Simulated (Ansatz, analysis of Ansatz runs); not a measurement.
## NV- centre in 3C-SiC: hyperfine coupling, HSE06 on PBE structures

Subject: NV- centre in 3C-SiC. Wanted: its hyperfine coupling, in one set-up (HSE06 on PBE structures, 64-site cell, PBE lattice, 420 eV, k: 2x2x2 shifted 0.5 0.5 0.5 then the zone centre alone). The model is a cell of 64 host atoms with 1 site emptied and N put on another atom's site. The isotropic coupling follows from the spin density at the nucleus, the nuclear g-factor and the total spin. Exact exchange opens the gap, stiffens bonds and lessens the self-interaction error, at many times the cost.

**The experiment.** 14N, isotropic part (sign not measured) (size measured, sign taken from theory): -1.26 MHz, by EPR (quoted in “Characterization and formation of NV centers in 3C, 4H and 6H SiC: an ab initio study”, 2017, A. Csóré et al., quoting earlier work (2016)). The calculation is set beside it at the end.

Calculated with Ansatz 0.2.0; plane-wave PAW DFT, PBE; relaxation of all atoms of a defect supercell.

### Step 1. The starting structure

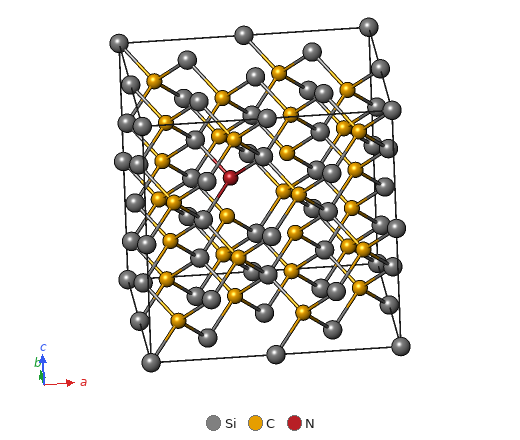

Start, viewed slightly off an axis; silicon grey, carbon orange, nitrogen red. Bonds to atoms that aren't drawn are left out. Some periodic images of atoms are drawn too.

The cell holds 63 atoms: 31 Si, 31 C and 1 N. Its edges and angles: a = 8.759 Å, b = 8.759 Å, c = 8.759 Å, α = 90.0°, β = 90.0°, γ = 90.0°. It derives from SiC (space group F-43m). Nearest the centre at fractional (0.500, 0.500, 0.500): C23 at 1.90 Å, N16 at 1.90 Å, C60 at 1.90 Å, C38 at 1.90 Å, Si28 at 3.10 Å, Si27 at 3.10 Å, Si19 at 3.10 Å, Si12 at 3.10 Å. The cell carries charge −1.

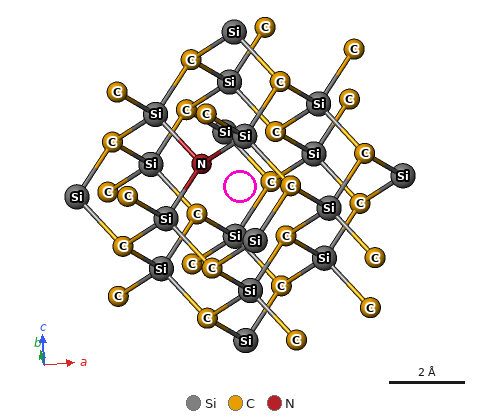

The atoms within 5 Å of the centre. A ring marks the centre wherever it is empty.

The host's primitive cell comes from a first run (plane-wave PAW DFT, PBE; relaxation of the host's cell and atoms): vectors of 3.097, 3.097 and 3.097 Å. That is 10.50 Å³ an atom, 1.5 % over the diffraction cell's volume. The supercell is built on it.

### Step 2. Relaxation, charge −1

Every later number rests on the structure around the defect, so the atoms are relaxed at the host's lattice first.

File relax/input.yaml:

```yaml
relax:
  f_tol: 0.02
  max_steps: 80
  random_displacement: { amplitude: 0.02, seed: 938 }
crystal:
  lattice:
    - [8.7594568, 0.0, 0.0]
    - [0.0, 0.0, -8.7594568]
    - [0.0, 8.7594568, 0.0]
  atoms:
    - { symbol: Si, position: [0.0, 0.0, 0.0] }
    - { symbol: Si, position: [0.0, 0.25, 0.25] }
    - { symbol: Si, position: [0.25, 0.0, 0.25] }
    - { symbol: Si, position: [0.25, 0.25, 0.0] }
    - { symbol: C, position: [0.125, 0.125, 0.125] }
    - { symbol: C, position: [0.125, 0.375, 0.375] }
    - { symbol: C, position: [0.375, 0.125, 0.375] }
    - { symbol: C, position: [0.375, 0.375, 0.125] }
    - { symbol: Si, position: [0.0, 0.0, 0.5] }
    - { symbol: Si, position: [0.0, 0.25, 0.75] }
    - { symbol: Si, position: [0.25, 0.0, 0.75] }
    - { symbol: Si, position: [0.25, 0.25, 0.5] }
    - { symbol: C, position: [0.125, 0.125, 0.625] }
    - { symbol: C, position: [0.125, 0.375, 0.875] }
    - { symbol: C, position: [0.375, 0.125, 0.875] }
    - { symbol: "N", position: [0.375, 0.375, 0.625] }
    - { symbol: Si, position: [0.0, 0.5, 0.0] }
    - { symbol: Si, position: [0.0, 0.75, 0.25] }
    - { symbol: Si, position: [0.25, 0.5, 0.25] }
    - { symbol: Si, position: [0.25, 0.75, 0.0] }
    - { symbol: C, position: [0.125, 0.625, 0.125] }
    - { symbol: C, position: [0.125, 0.875, 0.375] }
    - { symbol: C, position: [0.375, 0.625, 0.375] }
    - { symbol: C, position: [0.375, 0.875, 0.125] }
    - { symbol: Si, position: [0.0, 0.5, 0.5] }
    - { symbol: Si, position: [0.0, 0.75, 0.75] }
    - { symbol: Si, position: [0.25, 0.5, 0.75] }
    - { symbol: Si, position: [0.25, 0.75, 0.5] }
    - { symbol: C, position: [0.125, 0.625, 0.625] }
    - { symbol: C, position: [0.125, 0.875, 0.875] }
    - { symbol: C, position: [0.375, 0.625, 0.875] }
    - { symbol: C, position: [0.375, 0.875, 0.625] }
    - { symbol: Si, position: [0.5, 0.0, 0.0] }
    - { symbol: Si, position: [0.5, 0.25, 0.25] }
    - { symbol: Si, position: [0.75, 0.0, 0.25] }
    - { symbol: Si, position: [0.75, 0.25, 0.0] }
    - { symbol: C, position: [0.625, 0.125, 0.125] }
    - { symbol: C, position: [0.625, 0.375, 0.375] }
    - { symbol: C, position: [0.875, 0.125, 0.375] }
    - { symbol: C, position: [0.875, 0.375, 0.125] }
    - { symbol: Si, position: [0.5, 0.0, 0.5] }
    - { symbol: Si, position: [0.5, 0.25, 0.75] }
    - { symbol: Si, position: [0.75, 0.0, 0.75] }
    - { symbol: Si, position: [0.75, 0.25, 0.5] }
    - { symbol: C, position: [0.625, 0.125, 0.625] }
    - { symbol: C, position: [0.625, 0.375, 0.875] }
    - { symbol: C, position: [0.875, 0.125, 0.875] }
    - { symbol: C, position: [0.875, 0.375, 0.625] }
    - { symbol: Si, position: [0.5, 0.5, 0.0] }
    - { symbol: Si, position: [0.5, 0.75, 0.25] }
    - { symbol: Si, position: [0.75, 0.5, 0.25] }
    - { symbol: Si, position: [0.75, 0.75, 0.0] }
    - { symbol: C, position: [0.625, 0.625, 0.125] }
    - { symbol: C, position: [0.625, 0.875, 0.375] }
    - { symbol: C, position: [0.875, 0.625, 0.375] }
    - { symbol: C, position: [0.875, 0.875, 0.125] }
    - { symbol: Si, position: [0.5, 0.75, 0.75] }
    - { symbol: Si, position: [0.75, 0.5, 0.75] }
    - { symbol: Si, position: [0.75, 0.75, 0.5] }
    - { symbol: C, position: [0.625, 0.625, 0.625] }
    - { symbol: C, position: [0.625, 0.875, 0.875] }
    - { symbol: C, position: [0.875, 0.625, 0.875] }
    - { symbol: C, position: [0.875, 0.875, 0.625] }
total_charge: -1
basis:
  ecutwfc: 420
  xc_grid: 2
hamiltonian:
  xc: pbe
kpoints:
  mp_grid: { grid: [2, 2, 2], shift: [0.5, 0.5, 0.5] }
magnetization:
  spin_polarized: true
  initial_magnetization: 2
  spin_locking: { lock_magnetization: hard }
scf:
  occupations: { method: fermi_dirac, width: 0.01 }
  max_iter: 120
output:
  forces: true
checkpoint:
  write: "../relax.run"
  compress: false
  write_wavefunctions: true
  write_every: 100000
```

Started as:

```sh
> ansatz run input.yaml --threads 2 --pin off --max-ram 3768MiB --backend cpu --events-out ev --progress --plain --runs-dir out
```

Numbers of over 12 decimals in the logs are rounded to 6 here.

What it wrote:

```text
[... repeated set-up lines and file paths are left out, and long positions are rounded to six places ...]
Engine: ansatz 0.2.0, x86_64-unknown-linux-gnu
Pseudopotentials: kind: paw
Pseudopotential: Si, paw, valence charge 4, recommended cutoff 420 eV (normal), Si.paw.azcp
Pseudopotential: C, paw, valence charge 4, recommended cutoff 420 eV (normal), C.paw.azcp
Pseudopotential: N, paw, valence charge 5, recommended cutoff 420 eV (normal), N.paw.azcp
Functional definition: PBE
  parameter kappa = 0.804
  parameter beta = 0.066725
  exchange = pbe_x(kappa = kappa, mu = beta*pi^2/3)
  correlation = pbe_c(beta = beta)
Crystal: 63 atoms, lattice volume = 672.096 Å³
Basis set: ecut = 420 eV, 13205 PW (Γ), exchange–correlation on 120×120×120 points (8 copies of the dense FFT grid, shifted against one another)
Bands: 191, of which v1, the nominal top of the filled ones, is band 127 counted from 1 (126 counted from 0)
Symmetry: 1 space group operations
k-points: 4 of 8 (time reversal used)
Non-local potential: Si, projectors of the file, l = 0: 2, l = 1: 2, l = 2: 2
Non-local potential: C, projectors of the file, l = 0: 2, l = 1: 2, l = 2: 1
Non-local potential: N, projectors of the file, l = 0: 2, l = 1: 2, l = 2: 1
PAW form: soft (Blöchl's): semilocal exchange-correlation on the pseudo side does not see the compensation charge
PAW one-centre angular grid: Si, 110 points (default); XC on 64 Gauss nodes
PAW one-centre angular grid: C, 110 points (default); XC on 64 Gauss nodes
PAW one-centre angular grid: N, 110 points (default); XC on 64 Gauss nodes
Initial density: superposition of atomic densities (chi_scale 0.1, normalization cell, long waves kept (reshape's long-wave potential 0.29 eV rms))
Starting moments: Σ|m| = 2 μB on 63 of 63 sites
Initial wavefunctions: pseudopotential atomic-orbital guess
Functional: x = pbe(κ = 0.804, μ = 0.219515), c = pbe(β = 0.066725)
SCF iter   1: F=—  HF=-27923.742122 eV  |F-HF|=—  |Δ(HF+E_count)|=         —  Δρ=7.46e-2 (↑7.33e-2 ↓7.46e-2)  dr2=1.88e2  dr2_m=5.85e-1  M=2.000 μB ∫|m|=2.018 μB  β_m=0.30  ethr=3.10e-3  ⟨swp⟩=6.0  Hψ=6484  notcnv=0  defer=334
preconditioner: auto → Resta (q_TF=auto, 2.320 Å⁻¹)  ε∞=4.3  [insulator: Δε(μ)=0.031 eV  Ē_g=12.558 eV  σ=0.010 eV  W_gap=0.64  n_scr=146 (ndim 8)  ℏωp=22.8 eV  f_vac=0.000  D(μ)=9.61/eV (n_scr^D=56)  ε∞_Penn≈4.3]
spin=Collinear: Resta preconditioning applied to the charge; magnetization (m = ρ↑ − ρ↓) channel mixes plain (no charge-response kernel on spin).
SCF iter   2: F=—  HF=-27885.403483 eV  |F-HF|=—  |Δ(HF+E_count)|=    3.83e1  Δρ=4.15e-2 (↑4.06e-2 ↓4.15e-2)  dr2=5.28e1  dr2_m=3.35e-1  M=2.000 μB ∫|m|=2.039 μB  β_m=0.45  ethr=3.10e-3  ⟨swp⟩=3.0  Hψ=2852  notcnv=0  defer=468
SCF iter   3: F=—  HF=-27871.669677 eV  |F-HF|=—  |Δ(HF+E_count)|=    1.37e1  Δρ=1.73e-2 (↑1.52e-2 ↓1.73e-2)  dr2=7.38e0  dr2_m=5.30e-2  M=2.000 μB ∫|m|=2.103 μB  β_m=0.44  ethr=3.10e-3  ⟨swp⟩=3.1  Hψ=2346  notcnv=0  defer=468
SCF iter   4: F=—  HF=-27870.744195 eV  |F-HF|=—  |Δ(HF+E_count)|=   9.25e-1  Δρ=8.10e-3 (↑8.03e-3 ↓8.10e-3)  dr2=1.08e0  dr2_m=1.51e-2  M=2.000 μB ∫|m|=2.098 μB  β_m=0.66  ethr=2.91e-3  ⟨swp⟩=2.0  Hψ=2053  notcnv=0  defer=468
SCF iter   5: F=—  HF=-27870.730687 eV  |F-HF|=—  |Δ(HF+E_count)|=   1.35e-2  Δρ=2.10e-3 (↑1.40e-3 ↓2.10e-3)  dr2=1.16e-1  dr2_m=2.23e-3  M=2.000 μB ∫|m|=2.139 μB  β_m=0.61  ethr=4.24e-4  ⟨swp⟩=2.6  Hψ=2082  notcnv=0  defer=468
SCF iter   6: F=—  HF=-27870.725105 eV  |F-HF|=—  |Δ(HF+E_count)|=   5.58e-3  Δρ=1.02e-3 (↑6.01e-4 ↓1.02e-3)  dr2=1.64e-2  dr2_m=8.28e-4  M=2.000 μB ∫|m|=2.144 μB  β_m=0.68  ethr=4.58e-5  ⟨swp⟩=2.5  Hψ=1901  notcnv=0  defer=468
SCF iter   7: F=—  HF=-27870.727881 eV  |F-HF|=—  |Δ(HF+E_count)|=   2.78e-3  Δρ=4.42e-4 (↑2.60e-4 ↓4.42e-4)  dr2=2.44e-3  dr2_m=2.95e-4  M=2.000 μB ∫|m|=2.148 μB  β_m=0.78  ethr=6.47e-6  ⟨swp⟩=2.0  Hψ=2375  notcnv=0  defer=468
SCF iter   8: F=—  HF=-27870.728291 eV  |F-HF|=—  |Δ(HF+E_count)|=   4.10e-4  Δρ=1.67e-4 (↑9.47e-5 ↓1.67e-4)  dr2=5.20e-4  dr2_m=3.80e-5  M=2.000 μB ∫|m|=2.149 μB  β_m=0.78  ethr=9.60e-7  ⟨swp⟩=2.1  Hψ=2309  notcnv=0  defer=468
SCF iter   9: F=—  HF=-27870.728328 eV  |F-HF|=—  |Δ(HF+E_count)|=   3.71e-5  Δρ=4.58e-5 (↑2.15e-5 ↓4.58e-5)  dr2=2.99e-5  dr2_m=3.98e-6  M=2.000 μB ∫|m|=2.150 μB  β_m=0.79  ethr=2.05e-7  ⟨swp⟩=2.0  Hψ=1872  notcnv=0  defer=468
SCF iter  10: F=—  HF=-27870.728329 eV  |F-HF|=—  |Δ(HF+E_count)|=   1.60e-6  Δρ=1.76e-5 (↑1.15e-5 ↓1.76e-5)  dr2=5.95e-6  dr2_m=6.21e-7  M=2.000 μB ∫|m|=2.150 μB  β_m=0.73  ethr=3.94e-9  ⟨swp⟩=4.5  Hψ=3959  notcnv=0
SCF iter  11: F=—  HF=-27870.728329 eV  |F-HF|=—  |Δ(HF+E_count)|=   3.16e-7  Δρ=8.06e-6 (↑4.92e-6 ↓8.06e-6)  dr2=8.49e-7  dr2_m=1.68e-7  M=2.000 μB ∫|m|=2.150 μB  β_m=0.77  ethr=2.34e-9  ⟨swp⟩=3.5  Hψ=3370  notcnv=0
SCF iter  12: F=-27870.728329 eV  HF=-27870.728329 eV  |F-HF|=2.21e-8  |Δ(HF+E_count)|=   7.64e-8  Δρ=1.92e-6 (↑1.62e-6 ↓1.92e-6)  dr2=7.39e-8  dr2_m=5.76e-9  M=2.000 μB ∫|m|=2.150 μB  ethr=3.34e-10  ⟨swp⟩=3.2  Hψ=2721  notcnv=0
SCF 1 converged in 12 iterations: F = -27870.728329 eV  dr2 = 7.39e-8
  greatest PAW one-centre occupation: 0.793 electrons in one spin orbital (limit 2), on the N atom at site 15 (counted from 0), in its partial waves of l = 0
relax step   1: F+E_penalty+E_count = -27870.72832906 eV  Δ(F+E_penalty+E_count) = +0.000e0 eV  max|allowed force component| = 1.648e0 eV/Å  Δτ_max = 0.0000 Å  (12 SCF iters, dr2 threshold 1.00e-5 eV, accepted)
[... the SCF cycles and remarks between the steps are left out from here to the last step ...]
relax step   2: F+E_penalty+E_count = -27871.70548018 eV  Δ(F+E_penalty+E_count) = -9.772e-1 eV  max|allowed force component| = 9.286e-1 eV/Å  Δτ_max = 0.1512 Å  (6 SCF iters, dr2 threshold 1.00e-4 eV, accepted)
relax step   3: F+E_penalty+E_count = -27872.03174248 eV  Δ(F+E_penalty+E_count) = -3.263e-1 eV  max|allowed force component| = 2.536e-1 eV/Å  Δτ_max = 0.0693 Å  (6 SCF iters, dr2 threshold 5.39e-5 eV, accepted)
relax step   4: F+E_penalty+E_count = -27872.03077844 eV  Δ(F+E_penalty+E_count) = +9.640e-4 eV  max|allowed force component| = 2.057e-1 eV/Å  Δτ_max = 0.0483 Å  (6 SCF iters, dr2 threshold 4.79e-6 eV, rejected (line search))
SCF iter   1: F=—  HF=-27872.043059 eV  |F-HF|=—  |Δ(HF+E_count)|=         —  Δρ=5.18e-4 (↑4.96e-4 ↓5.18e-4)  dr2=8.08e-3  dr2_m=9.68e-5  M=2.000 μB ∫|m|=2.142 μB  β_m=0.30  ethr=3.73e-5  ⟨swp⟩=5.6  Hψ=4298  notcnv=0  defer=464
SCF iter   2: F=—  HF=-27872.041995 eV  |F-HF|=—  |Δ(HF+E_count)|=   1.06e-3  Δρ=3.62e-4 (↑3.48e-4 ↓3.62e-4)  dr2=3.33e-3  dr2_m=5.09e-5  M=2.000 μB ∫|m|=2.143 μB  β_m=0.58  ethr=3.18e-6  ⟨swp⟩=1.0  Hψ=1760  notcnv=0  defer=468
SCF iter   3: F=—  HF=-27872.041292 eV  |F-HF|=—  |Δ(HF+E_count)|=   7.03e-4  Δρ=7.43e-5 (↑7.00e-5 ↓7.43e-5)  dr2=1.06e-4  dr2_m=2.28e-6  M=2.000 μB ∫|m|=2.143 μB  β_m=0.61  ethr=1.31e-6  ⟨swp⟩=2.0  Hψ=2084  notcnv=0  defer=468
SCF iter   4: F=—  HF=-27872.041304 eV  |F-HF|=—  |Δ(HF+E_count)|=   1.24e-5  Δρ=2.91e-5 (↑2.67e-5 ↓2.91e-5)  dr2=1.46e-5  dr2_m=3.03e-7  M=2.000 μB ∫|m|=2.143 μB  β_m=0.70  ethr=4.17e-8  ⟨swp⟩=2.0  Hψ=2076  notcnv=0  defer=468
SCF iter   5: F=—  HF=-27872.040906 eV  |F-HF|=—  |Δ(HF+E_count)|=   3.98e-4  Δρ=7.98e-6 (↑5.53e-6 ↓7.98e-6)  dr2=1.44e-6  dr2_m=4.26e-8  M=2.000 μB ∫|m|=2.143 μB  β_m=0.70  ethr=5.76e-9  ⟨swp⟩=2.0  Hψ=2076  notcnv=0  defer=468
SCF iter   6: F=—  HF=-27872.040906 eV  |F-HF|=—  |Δ(HF+E_count)|=   1.41e-7  Δρ=3.02e-6 (↑2.67e-6 ↓3.02e-6)  dr2=2.34e-7  dr2_m=5.02e-9  M=2.000 μB ∫|m|=2.143 μB  β_m=0.72  ethr=5.69e-10  ⟨swp⟩=2.0  Hψ=2076  notcnv=0  defer=468
SCF iter   7: F=-27872.040906 eV  HF=-27872.040906 eV  |F-HF|=3.83e-9  |Δ(HF+E_count)|=   3.54e-8  Δρ=1.27e-6 (↑1.02e-6 ↓1.27e-6)  dr2=4.02e-8  dr2_m=1.24e-9  M=2.000 μB ∫|m|=2.143 μB  ethr=3.94e-11  ⟨swp⟩=4.0  Hψ=3795  notcnv=0
SCF 5 converged in 7 iterations: F = -27872.040906 eV  dr2 = 4.02e-8
relax step   5: F+E_penalty+E_count = -27872.04090626 eV  Δ(F+E_penalty+E_count) = -9.164e-3 eV  max|allowed force component| = 6.449e-3 eV/Å  Δτ_max = 0.0169 Å  (7 SCF iters, accepted)
NSCF: frozen V_eff on 4 k-points
the band table was solved once a step of the walk had ended and its energy, with any forces and stress, was formed, with the checks that follow a solve (7710 applications of the Hamiltonian). They found nothing against the state; [...]
SCF converged after 7 iterations
Stability checked in part: among states of this total moment the steps that led to this state did not find it unstable. No probe was made; neither looks for a lower state of another moment (fixed_total_moment; see scf.lower_state_search)
Magnetization: 2.0000 μB (128.0000 up, 126.0000 down)
Absolute magnetization: 2.1453 μB (∫|ρ↑−ρ↓|, with the PAW one-centre terms)
Spin contamination: 0.0118 ħ² per cell (⟨S²⟩ above its minimum at these occupations)
Per-site moments (μB) at R_I (Å): [(4.452978205521767e-5, 0.780760), (-0.000279257, 0.781738), (-0.000279214, 0.781667), [... 60 left out ...]
Free energy (F): -27872.040906 eV
Harris-Foulkes:  -27872.040906 eV  (|F-HF|=3.83e-9)
Internal energy: -27872.040906 eV  (E = F + TS)
E sigma→0 (E₀):  -27872.040906 eV
Fermi energy:    9.815551 (↑ 10.416728, ↓ 9.762783) eV
--- Per-component energies (eV) ---
  E_band       = 789.399501
  E_kinetic    = 4323.675214
  E_local      = -3692.637206  (includes V_loc(G=0)·N_el)
  E_nonlocal   = 1651.615383
  E_hartree    = 1137.043426
  E_xc         = -3329.223556
  E_vxc        = -3464.533843  (∫ρ·V_xc dr)
  E_paw        = -19100.402129  (= ΣΔE_a)
  E_vpaw       = -302.805548  (= ΣTr[D̂ρ^β])
  E_aug_tail   = 0.000459  (compensation charges beyond the density's cutoff)
  E_ewald      = -8862.112498
  E_smearing   = -0.000000  (= −TS)
  E_closure    = -0.000000  (closes the sum)
  E_deformation_potential = -17.411678  (in the stress; not in F)
  Σ components = -27872.040906   (vs F -27872.040906, Δ=0.00e0)
--- Forces (eV/Å), atoms counted from 1 ---
  atom   1  Si    -0.00103621     0.00215769     0.00081428
  atom   2  Si    -0.00246212    -0.00154251    -0.00035755
  [... 3 atoms left out ...]
  atom   6  C     -0.00152243     0.00008032    -0.00249871
  atom   7  C     -0.00044870     0.00194418     0.00249227
  [... 4 atoms left out ...]
  atom  12  Si     0.00120231    -0.00048689     0.00253189
  [... 3 atoms left out ...]
  atom  16  N     -0.00409254     0.00386811    -0.00147001
  [... 6 atoms left out ...]
  atom  23  C     -0.00301621    -0.00178160    -0.00198951
  [... 3 atoms left out ...]
  atom  27  Si     0.00107605    -0.00217433     0.00320678
  [... 10 atoms left out ...]
  atom  38  C      0.00123715    -0.00020200     0.00151764
  [... 3 atoms left out ...]
  atom  42  Si    -0.00229454     0.00035394     0.00121631
  [... 2 atoms left out ...]
  atom  45  C      0.00174653    -0.00005523     0.00434079
  [... 14 atoms left out ...]
  atom  60  C      0.00135368     0.00459156    -0.00001169
  [... 3 atoms left out ...]
  max |Σ_I F_I| component: 4.90e-5 eV/Å
--- Band table (eV; the first three rows and the last of 8) ---
  k-point 0 ↑: bands = ["-6.7645", "-5.8759", "-5.2648", "-5.1724", [... 183 left out ...] "16.9608", "16.9650", "16.9811", "17.0027"]
  k-point 1 ↑: bands = ["-6.7674", "-5.8421", "-5.2647", "-5.2646", [... 183 left out ...] "16.8509", "16.9650", "16.9882", "16.9883"]
  [... further k-points left out ...]
--- Relaxed structure (5 steps of the walk, 4 accepted, 0 SCFs on fresh bases) ---
  F+E_penalty+E_count = -27872.04090626 eV   max|allowed force component| = 6.449e-3 eV/Å
  atoms:
    - { symbol: Si, position: [-0.000106, -0.000221, 0.000183] }
    - { symbol: Si, position: [0.000313, 0.250323, 0.251322] }
    [... 3 atoms left out ...]
    - { symbol: C, position: [0.127447, 0.374982, 0.377659] }
    - { symbol: C, position: [0.375093, 0.127331, 0.377649] }
    [... 4 atoms left out ...]
    - { symbol: Si, position: [0.251600, 0.251500, 0.505406] }
    [... 3 atoms left out ...]
    - { symbol: N, position: [0.359170, 0.359030, 0.640915] }
    [... 6 atoms left out ...]
    - { symbol: C, position: [0.366968, 0.635519, 0.364453] }
    [... 3 atoms left out ...]
    - { symbol: Si, position: [0.251604, 0.494573, 0.748476] }
    [... 10 atoms left out ...]
    - { symbol: C, position: [0.635696, 0.366771, 0.364385] }
    [... 3 atoms left out ...]
    - { symbol: Si, position: [0.494685, 0.251493, 0.748479] }
    [... 2 atoms left out ...]
    - { symbol: C, position: [0.622418, 0.127339, 0.624991] }
    [... 14 atoms left out ...]
    - { symbol: C, position: [0.635640, 0.635537, 0.633131] }
    [... 3 atoms left out ...]
```

Wall time 3 min (2 threads of AMD EPYC 9R14 (Zen 4), shared host); peak memory 2.1 GiB.

(Continued in part 2 of 2.)

[Logs are printed without paths, hosts, clocks, repeated set-up lines and the standing remarks that a program may print on its own settings, such as how far it seeks lower states.]

[Hosts, paths, dates, database ids (printed as entryN), source tags and the programs' standing remarks are cut or masked in the printed files.]

[For some hosts the program warned that the k-mesh of the response run may be too coarse for force constants and the static dielectric constant; such warnings are not shown here.]
